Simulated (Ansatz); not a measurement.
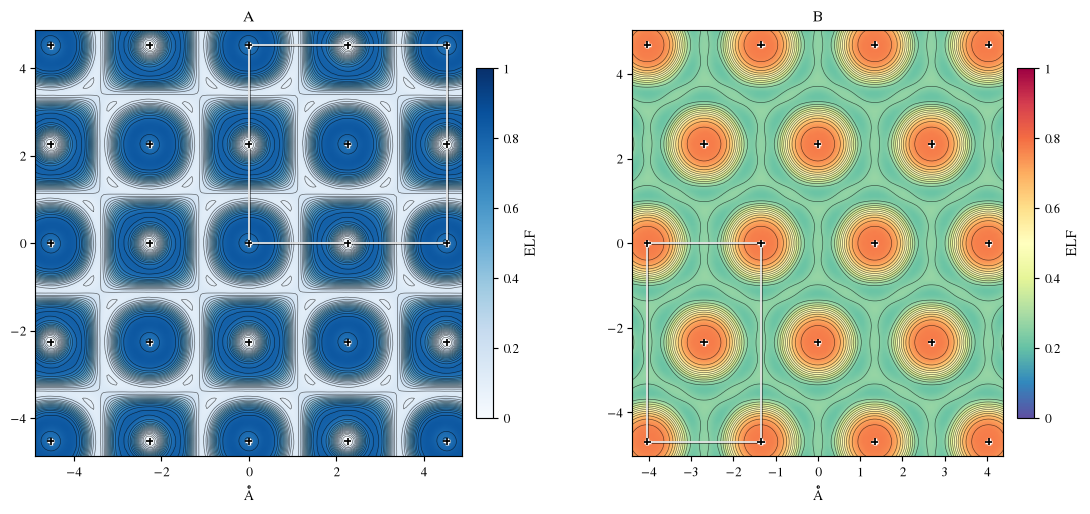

The ELF of 2 systems, each on a plane through atoms (crosses mark nuclei in the plane).

These are results of DFT r2SCAN, scalar-relativistic, plane waves, PAW (Ansatz 0.2.0), not measurements.

System 1: Rh, the (011̄) plane of the conventional cell. Space group I4/mmm; changed on purpose from its base cell (strain +0.0100 x Voigt [0, 1, 0, 0, 0, 0], atoms carried along); computed pressure about −3 GPa in this cell; computed without spin polarisation.

```yaml
crystal:
  lattice:
    - [1.90155, 0.00000, 1.90155]
    - [1.90155, 0.00000, -1.90155]
    - [0.00000, 3.84113, 0.00000]
  atoms:
    - { symbol: Rh, position: [0.00000, 0.00000, 0.00000] }
    - { symbol: Rh, position: [0.50000, 0.50000, 0.50000] }
```

System 2: HfN, the (010) plane of the conventional cell. Space group Fm-3m; computed without spin polarisation.

```xyz
8
Lattice="4.5254 0.0000 0.0000 0.0000 4.5254 0.0000 0.0000 0.0000 4.5254" Properties=species:S:1:pos:R:3 pbc="T T T"
Hf    0.0000    0.0000    0.0000
Hf    2.2627    2.2627    0.0000
Hf    2.2627    0.0000    2.2627
Hf    0.0000    2.2627    2.2627
N     2.2627    0.0000    0.0000
N     0.0000    2.2627    0.0000
N     0.0000    0.0000    2.2627
N     2.2627    2.2627    2.2627
```

> Which map belongs to which system?

Panel A is system 2, HfN: the plane holds Hf and N. Hf–N (2.26 Å): the ELF peaks at about 0.80 in the valence shell of N, 0.7 Å from its nucleus, and is about 0.15 at the midpoint: no localised pair shows between them. Panel B is system 1, Rh: the plane holds Rh. Rh–Rh (2.69 Å): the ELF is about 0.25 at the midpoint; no shared electron pair shows on this line.
